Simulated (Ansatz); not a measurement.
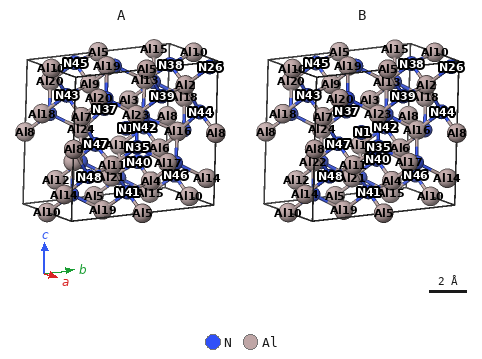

Two geometries of a defect cell of composition Al23N25, drawn at one scale. One is the start of a relaxation, the other its converged end. The picture is a ball-and-stick view of the cell of the calculation (origin shifted), seen slightly off an axis.

Theory: Ansatz, DFT PBE, scalar-relativistic, plane waves, PAW. Settings: plane-wave cutoff 420 eV; k-point mesh 2 × 2 × 2; occupations gaussian; smearing width 0.01 eV; mesh shifted by (0.5, 0.5, 0.5); no spin polarisation; atoms relaxed in a fixed cell; force threshold 0.025 eV/Å; at most 45 steps.

Q: Which one is relaxed?

A: Structure A is the relaxed one. Case: N on a Al site (b), charge +0, atoms relaxed at the host's cell. The atom that moves furthest is an N atom (0.43 Å along [1 1 1]). By element the largest moves are N 0.43 Å, Al 0.13 Å. The lattice vectors keep their values. Some distances before and after: N–N 1.915 → 1.282 Å, N–N 1.902 → 2.246 Å, Al–N 1.902 → 2.091 Å, Al–N 1.902 → 1.838 Å. New bonds form, among them: N–N (1.91 → 1.28 Å). Bond angles that change, for instance: Al–N–Al 110.7° → 118.2°, N–Al–N 108.2° → 115.6°, Al–N–Al 108.2° → 114.4°. Over 11 accepted moves (13 points after the start) the energy falls by 0.612 eV per cell of the calculation. Largest force component: 0.44 eV/Å at the start, 0.012 eV/Å at the end. The line search rejected the trial step at point 6 of the run. 1 step only repeated the SCF at the same geometry.

Limits of the set-up: the periodic images lie only 8.0 Å apart, so the values are limited by the cell's size.
